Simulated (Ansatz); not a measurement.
## GaN: a changed input and its effect

System: GaN (F-43m, 2 atoms in the cell).
Method of the first run: DFT, PBE, plane waves, PAW, no spin polarisation (Ansatz 0.2.0).

The structure was built on a prototype by a generator. The geometry comes from this level: r2SCAN (a point of a series of volumes). Text and figures count atoms from 1; the logs count them from 0 in places.

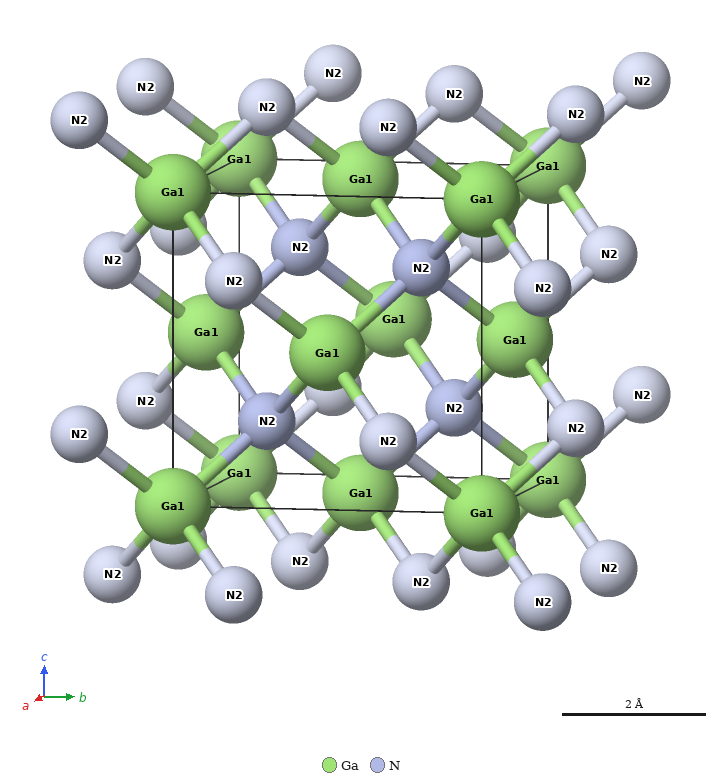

**Figure 1.** The structure (ball-and-stick view of the cell 4 times as large as that of the calculation, set on its symmetry axes, seen slightly off an axis; neighbours outside the cell are drawn fainter; atoms are numbered from 1 in the order of the input). Near neighbours in the crystal (not all of them lie inside the picture): Ga has 4 N at 1.92 Å; N has 4 Ga at 1.92 Å.

**Input, the first run**
```yaml
crystal:
  lattice:
    - [0.0, 2.2185575662, 2.2185575662]
    - [2.2185575662, 0.0, 2.2185575662]
    - [2.2185575662, 2.2185575662, 0.0]
  atoms:
    - { symbol: Ga, position: [0.0, 0.0, 0.0] }
    - { symbol: "N", position: [0.25, 0.25, 0.25] }
kpoints:
  mp_grid: { grid: [4, 4, 4] }
hamiltonian:
  xc: pbe
scf:
  occupations: { method: fermi_dirac, width: 0.02 }
  n_extra_bands: 4
output:
  forces: true
  stress: true
  eigenvalues: true
basis:
  ecutwfc: 260
```

Command:
```bash
ansatz run input.yaml --threads 2 --pin off --max-ram 3686MiB --backend cpu --events-out ev --progress --plain --runs-dir out
```

Hardware: 2 threads of Arm Neoverse V2, 24 GiB of memory available, shared host.

**Output, shortened to warnings, some set-up lines, iterations and results (the first run)**
```
Warning: basis.ecutwfc = 260 eV is below the records' recommended 420 eV, and the density's cutoff is lower with it unless basis.ecutrho_ratio is high enough to keep the records' density cutoff: compare with a run at a higher cutoff
Basis set: ecut = 260 eV, 181 PW (Γ), exchange–correlation on 36×36×36 points (8 copies of the dense FFT grid, shifted against one another)
Symmetry: 24 space group operations
k-points: 8 of 64 (time reversal used)
Initial density: superposition of atomic densities (neutral atoms: chi_scale 0, normalization atom), corrected by the library's trained network
[...]
SCF iter   1: F=—  HF=-4166.266975 eV  |F-HF|=—  |Δ(HF+E_count)|=         —  Δρ=2.15e-2  dr2=3.00e-2  ethr=1.77e-3  ⟨swp⟩=4.9  Hψ=496  notcnv=0
SCF iter   2: F=—  HF=-4166.190254 eV  |F-HF|=—  |Δ(HF+E_count)|=   7.67e-2  Δρ=1.48e-2  dr2=2.15e-2  ethr=1.67e-4  ⟨swp⟩=2.0  Hψ=272  notcnv=0
SCF iter   3: F=—  HF=-4166.188873 eV  |F-HF|=—  |Δ(HF+E_count)|=   1.38e-3  Δρ=4.06e-3  dr2=1.03e-3  ethr=1.20e-4  ⟨swp⟩=3.0  Hψ=200  notcnv=0
SCF iter   4: F=—  HF=-4166.189098 eV  |F-HF|=—  |Δ(HF+E_count)|=   2.25e-4  Δρ=6.34e-4  dr2=4.79e-5  ethr=5.72e-6  ⟨swp⟩=2.0  Hψ=208  notcnv=0
SCF iter   5: F=—  HF=-4166.189100 eV  |F-HF|=—  |Δ(HF+E_count)|=   1.72e-6  Δρ=5.05e-5  dr2=2.30e-7  ethr=2.66e-7  ⟨swp⟩=2.0  Hψ=125  notcnv=0
SCF iter   6: F=-4166.189100 eV  HF=-4166.189100 eV  |F-HF|=2.47e-10  |Δ(HF+E_count)|=   2.07e-7  Δρ=3.57e-6  dr2=2.12e-9  ethr=5.56e-10  ⟨swp⟩=5.0  Hψ=450  notcnv=0
SCF 1 converged in 6 iterations: F = -4166.189100 eV  dr2 = 2.12e-9
SCF converged after 6 iterations
Free energy (F): -4166.189100 eV
Harris-Foulkes:  -4166.189100 eV  (|F-HF|=2.47e-10)
Internal energy: -4166.189100 eV  (E = F + TS)
E sigma→0 (E₀):  -4166.189100 eV
Fermi energy:    11.509396 eV
--- Per-component energies (eV) ---
  E_band       = -1.345058
  E_kinetic    = 252.204088
  E_local      = -1916.433889  (includes V_loc(G=0)·N_el)
  E_nonlocal   = 482.966484
  E_hartree    = 887.794796
  E_xc         = -130.256708
  E_vxc        = -136.033128  (∫ρ·V_xc dr)
  E_paw        = -2130.009374  (= ΣΔE_a)
  E_vpaw       = -459.621668  (= ΣTr[D̂ρ^β])
  E_aug_tail   = -0.016900  (compensation charges beyond the density's cutoff)
  E_ewald      = -1612.437598
  E_smearing   = -0.000000  (= −TS)
  E_closure    = 0.000000  (closes the sum)
  Σ components = -4166.189100   (vs F -4166.189100, Δ=0.00e0)
--- Forces (eV/Å), atoms counted from 1 ---
  atom   1  Ga     0.00000000     0.00000000     0.00000000
  atom   2  N     -0.00000000     0.00000000     0.00000000
  max |Σ_I F_I| component: 3.70e-17 eV/Å
--- Stress (GPa, compression-positive) ---
       26.341205       0.000000      -0.000000
        0.000000      26.341205       0.000000
       -0.000000       0.000000      26.341205
  P = ⅓ Tr σ = 26.3412 GPa (263.412 kbar)
```

The input of the second run differs as follows (lines with − go, lines with + come):
```diff
-    - [0.0, 2.2185575662, 2.2185575662]
-    - [2.2185575662, 0.0, 2.2185575662]
-    - [2.2185575662, 2.2185575662, 0.0]
+    - [0.0, 2.1873061138, 2.1873061138]
+    - [2.1873061138, 0.0, 2.1873061138]
+    - [2.1873061138, 2.1873061138, 0.0]
```

Predict how the results change.

With the same functional and potentials, the second run lies 140.0 meV per atom higher. The gap on the mesh goes from 1.57 to 1.92 eV. The pressure goes from 26.34 to 36.80 GPa. The volume per atom goes from 10.92 to 10.46 Å³. The cell is scaled evenly with the atoms at fixed fractional positions, so −ΔP/Δ ln V estimates the bulk modulus midway between the two volumes: about 250 GPa. The number of SCF iterations is the same.

**Output, shortened to warnings, some set-up lines, iterations and results (the second run)**
```
Warning: basis.ecutwfc = 260 eV is below the records' recommended 420 eV, and the density's cutoff is lower with it unless basis.ecutrho_ratio is high enough to keep the records' density cutoff: compare with a run at a higher cutoff
Basis set: ecut = 260 eV, 181 PW (Γ), exchange–correlation on 36×36×36 points (8 copies of the dense FFT grid, shifted against one another)
Symmetry: 24 space group operations
k-points: 8 of 64 (time reversal used)
Initial density: superposition of atomic densities (neutral atoms: chi_scale 0, normalization atom), corrected by the library's trained network
[...]
SCF iter   1: F=—  HF=-4165.999925 eV  |F-HF|=—  |Δ(HF+E_count)|=         —  Δρ=2.34e-2  dr2=3.45e-2  ethr=1.77e-3  ⟨swp⟩=4.9  Hψ=499  notcnv=0
SCF iter   2: F=—  HF=-4165.910928 eV  |F-HF|=—  |Δ(HF+E_count)|=   8.90e-2  Δρ=1.58e-2  dr2=2.39e-2  ethr=1.92e-4  ⟨swp⟩=2.0  Hψ=271  notcnv=0
SCF iter   3: F=—  HF=-4165.908945 eV  |F-HF|=—  |Δ(HF+E_count)|=   1.98e-3  Δρ=4.73e-3  dr2=1.37e-3  ethr=1.33e-4  ⟨swp⟩=3.0  Hψ=198  notcnv=0
SCF iter   4: F=—  HF=-4165.909178 eV  |F-HF|=—  |Δ(HF+E_count)|=   2.33e-4  Δρ=6.41e-4  dr2=4.35e-5  ethr=7.60e-6  ⟨swp⟩=2.0  Hψ=208  notcnv=0
SCF iter   5: F=—  HF=-4165.909167 eV  |F-HF|=—  |Δ(HF+E_count)|=   1.14e-5  Δρ=5.42e-5  dr2=2.60e-7  ethr=2.42e-7  ⟨swp⟩=2.1  Hψ=142  notcnv=0
SCF iter   6: F=-4165.909167 eV  HF=-4165.909167 eV  |F-HF|=1.27e-9  |Δ(HF+E_count)|=   3.22e-7  Δρ=2.95e-6  dr2=1.11e-9  ethr=5.56e-10  ⟨swp⟩=5.0  Hψ=463  notcnv=0
SCF 1 converged in 6 iterations: F = -4165.909167 eV  dr2 = 1.11e-9
SCF converged after 6 iterations
Free energy (F): -4165.909167 eV
Harris-Foulkes:  -4165.909167 eV  (|F-HF|=1.27e-9)
Internal energy: -4165.909167 eV  (E = F + TS)
E sigma→0 (E₀):  -4165.909167 eV
Fermi energy:    12.290491 eV
--- Per-component energies (eV) ---
  E_band       = 8.923199
  E_kinetic    = 254.297319
  E_local      = -1882.251045  (includes V_loc(G=0)·N_el)
  E_nonlocal   = 483.473982
  E_hartree    = 875.304794
  E_xc         = -131.005896
  E_vxc        = -137.021065  (∫ρ·V_xc dr)
  E_paw        = -2130.240711  (= ΣΔE_a)
  E_vpaw       = -460.173901  (= ΣTr[D̂ρ^β])
  E_aug_tail   = -0.012077  (compensation charges beyond the density's cutoff)
  E_ewald      = -1635.475533
  E_smearing   = -0.000000  (= −TS)
  E_closure    = 0.000000  (closes the sum)
  Σ components = -4165.909167   (vs F -4165.909167, Δ=0.00e0)
--- Forces (eV/Å), atoms counted from 1 ---
  atom   1  Ga     0.00000000    -0.00000000     0.00000000
  atom   2  N     -0.00000000     0.00000000    -0.00000000
  max |Σ_I F_I| component: 5.55e-17 eV/Å
--- Stress (GPa, compression-positive) ---
       36.795607       0.000000       0.000000
        0.000000      36.795607       0.000000
       -0.000000       0.000000      36.795607
  P = ⅓ Tr σ = 36.7956 GPa (367.956 kbar)
```

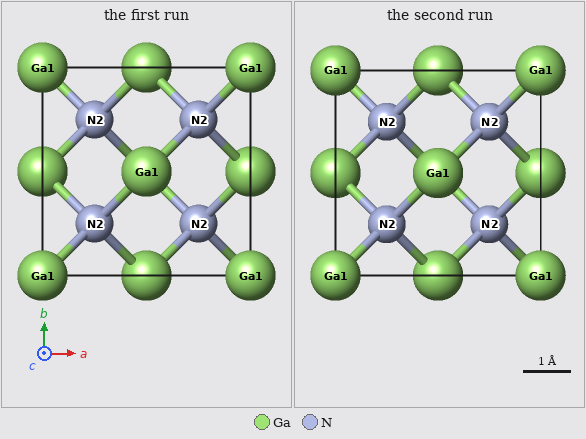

**Figure 2.** The two input geometries at one scale (ball-and-stick view of the cell 4 times as large as that of the calculation, set on its symmetry axes, along the c axis). No atom moves by more than 0.005 Å relative to the cell. The drawn cell changes as follows: a = b = c 4.437 → 4.375 Å (−1.4 %); the volume changes by −4.2 %. Among the contacts that change: Ga1–N2 1.921 → 1.894 Å.

**The two runs side by side**

```tsv
quantity	the first run	the second run
outcome	converged	converged
free energy per atom (eV)	−2083.0946	−2082.9546
gap on the mesh (eV)	1.57	1.92
pressure (GPa)	26.34	36.80
volume per atom (Å³)	10.92	10.46
largest force (eV/Å)	0.000	0.000
SCF iterations	6	6
irreducible k-points	8	8
plane waves at Γ	181	181
```

For both runs: Warnings: the cutoff is below the recommended one.
